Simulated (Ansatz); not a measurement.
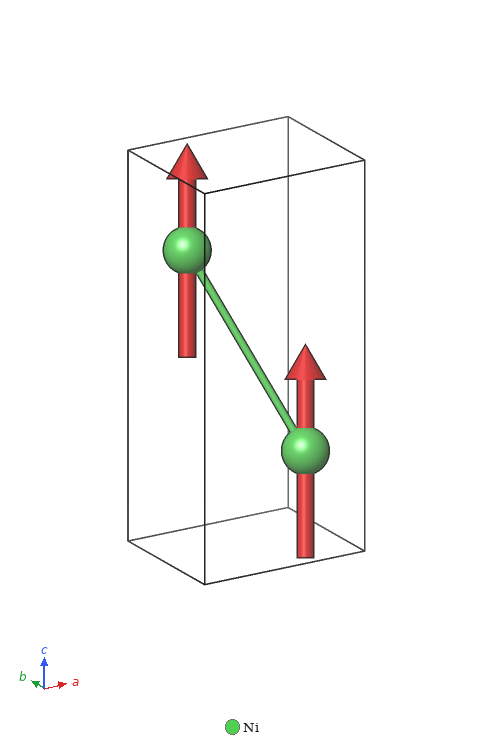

Drawn in the ball-and-stick manner and seen slightly off an axis. The box is the simulation cell; atoms on or close to its faces, edges and corners are drawn wherever they repeat. Arrows are the site magnetic moments above 0.25 μB; longer means larger, and red and blue are up and down (without spin-orbit coupling the axis itself is arbitrary).

This is the state reached for Ni. Theory: DFT PBE, scalar-relativistic, plane waves, PAW (Ansatz). Numerical settings: a 420 eV plane-wave basis, a 20×20×10 k-point grid, Gaussian smearing of 0.1 eV, collinear spins.

### How are the moments ordered?

Ferromagnetic (within this cell). Site moments: 2 Ni +0.6 μB. The net spin moment of the whole cell is 1.2 μB.

The model was built from a structure listed in the Materials Project, with elements exchanged, so it need not be a known form of the compound. Atoms and cell were optimised with DFT PBE, scalar-relativistic, plane waves, PAW (Ansatz 0.2.0).
